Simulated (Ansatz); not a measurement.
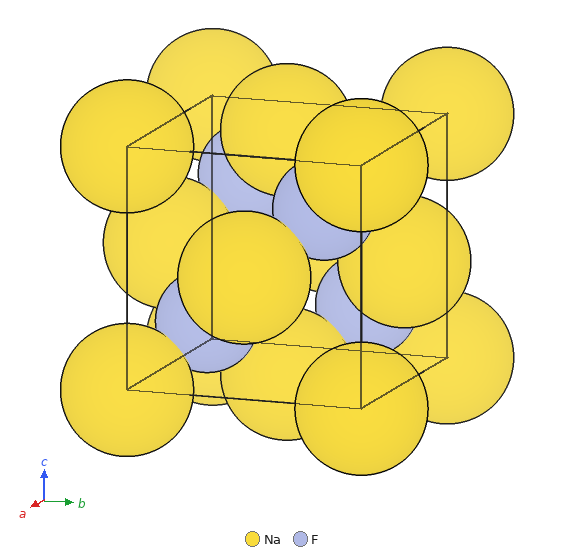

An orthographic space-filling view of the structure, slightly off an axis. The edges of the conventional unit cell are marked.

NaF, zinc blende (sphalerite type), space group F-43m (No. 216), a = 4.860 Å, b = 4.860 Å, c = 4.860 Å, α = 90.00°, β = 90.00°, γ = 90.00°. The initial geometry was a structure type filled with these elements by a generator (whether the compound takes this form wasn't checked). The cell was then strained or its atoms displaced on purpose. It was the input of a calculation with Ansatz.

This one geometry was computed with Ansatz (DFT, plane waves, PAW) at three levels of theory: r2SCAN, PBE and HSE06. It was relaxed with r2SCAN and then strained.

### Which level gives the highest pressure at this volume, and what does that say about its equilibrium volume?

Highest: PBE (8.4 GPa), which points to the largest equilibrium volume. Lowest, with the smallest volume: r2SCAN (6.1 GPa). Levels within 0.5 GPa of each other can't be told apart.

### How does the band gap change with the level of theory?

PBE: a gap of 6.06 eV, direct; r2SCAN: a gap of 6.68 eV, direct; HSE06: a gap of 8.14 eV, direct.

### Collect the results in a table.

| level | cutoff (eV) | k-mesh of the run's cell | gap (eV) | pressure (GPa) |
| --- | --- | --- | --- | --- |
| r2SCAN | 500 | 8×8×8 | 6.68 | 6.1 |
| PBE | 420 | 8×8×8 | 6.06 | 8.4 |
| HSE06 | 420 | 6×6×6 | 8.14 | 6.9 |

Gaps are taken on the k-mesh or band path of each run.
